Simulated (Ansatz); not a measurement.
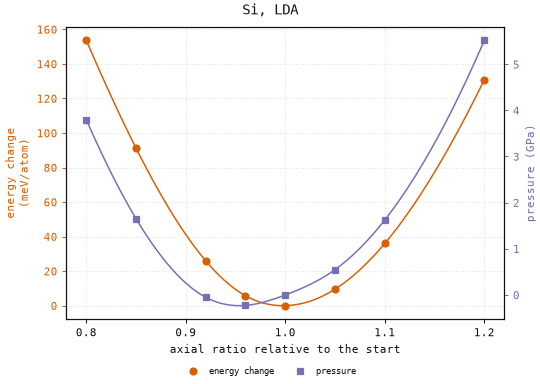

The plot gives the computed energy change and pressure against relative axial ratio for Si, space group Fmmm (No. 69).

The given structure:
```yaml
crystal:
  lattice:
    - [0.00000, 2.64735, 4.58859]
    - [2.43201, 0.00000, 4.58859]
    - [2.43201, 2.64735, 0.00000]
  atoms:
    - { symbol: Si, position: [0.72972, 0.27028, 0.72972] }
    - { symbol: Si, position: [0.27028, 0.72972, 0.27028] }
    - { symbol: Si, position: [0.77443, 0.77443, 0.22557] }
    - { symbol: Si, position: [0.22557, 0.22557, 0.77443] }
```

Computed with Ansatz 0.2.0: deformation of a crystal at fixed volume, lengths along the axis scaled against those across it, fractional coordinates fixed, by plane-wave density functional theory with PAW datasets, free energies less that of the undisturbed cell, pressure positive in compression; scalar-relativistic. Level: LDA, no spin polarisation.

wave cutoff 420 eV; k mesh 16×16×16; occupations Gaussian; smearing width 0.15 eV; k shift (0, 0, 0) (mesh steps); start relaxed; path axial; axis direction (0, 0, 1) (Cartesian unit vector).

Where is the energy change lowest, and are there other minima?

The lowest computed point is at relative axial ratio 1.00 (0 meV/atom), and no other minimum shows.

How does the pressure vary with relative axial ratio?

It goes from 3.798 GPa at relative axial ratio 0.80 to 5.516 GPa at 1.20, not monotonically, with a low of −0.230 GPa at 0.96, and changes sign near 0.92 and 1.00.

Caveats: shape and atomic fractions are frozen while scaling, which makes layered, chain and framework solids too stiff.

The computed values:

| axial ratio relative to the start | energy change (meV/atom) | pressure (GPa) |
| --- | --- | --- |
| 0.80 | 154 | 3.798 |
| 0.85 | 91 | 1.650 |
| 0.92 | 26 | −0.053 |
| 0.96 | 6 | −0.230 |
| 1.00 | 0 | −0.003 |
| 1.05 | 10 | 0.546 |
| 1.10 | 36 | 1.623 |
| 1.20 | 131 | 5.516 |
